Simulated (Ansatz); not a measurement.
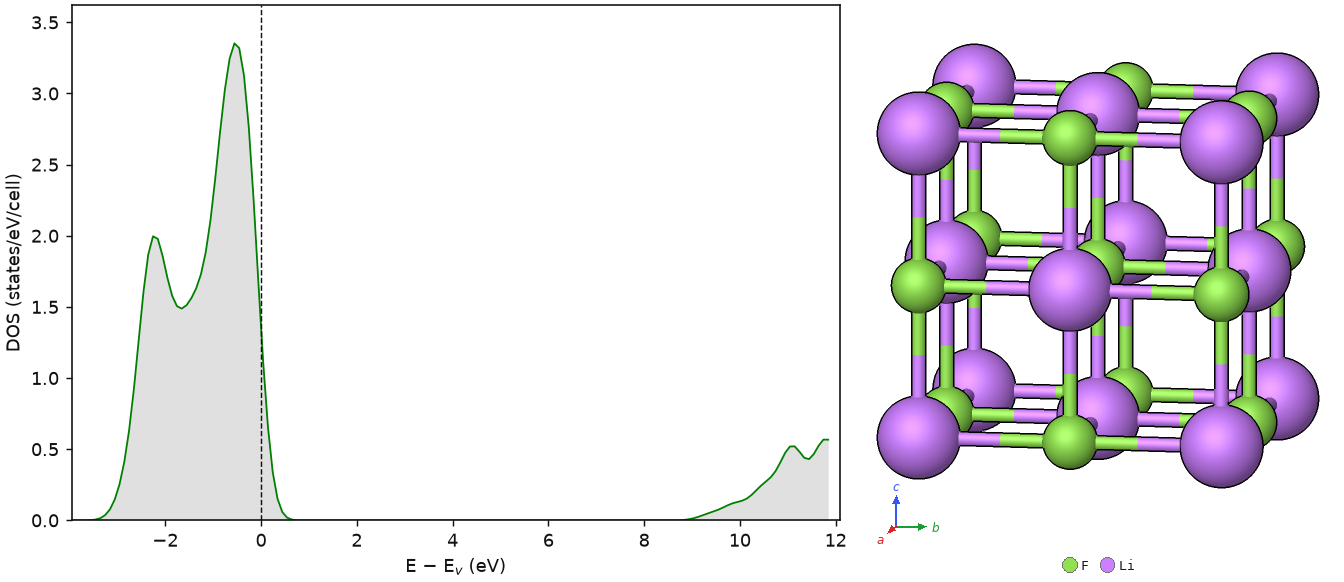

Density of states, beside the structure. Energies are counted from the top of the valence band. The DOS curve is built from the levels of the k mesh with Gaussians 0.55 eV wide, which also blur the band edges; ripples of that width can come from the mesh.

Calculation on rocksalt LiF, space group Fm-3m, 2 atoms in the primitive cell; cubic a = 4.028 Å.

Level of theory: PBE, Ansatz PAW, no spin polarisation, no spin-orbit coupling, 11×11×11 k mesh, 420 eV cutoff; code Ansatz 0.2.0.

**Metal or insulator, going by the density of states?**

There is a gap; over the k points computed it is 9.09 eV (direct to within 0.02 eV).

**Where is the tallest peak of the filled states in the window?**

Within the window shown, the tallest peak of the filled states lies 0.6 eV under the valence-band top, at about 3.4 states per eV and cell.

LDA, GGA and most meta-GGA functionals understate gaps.
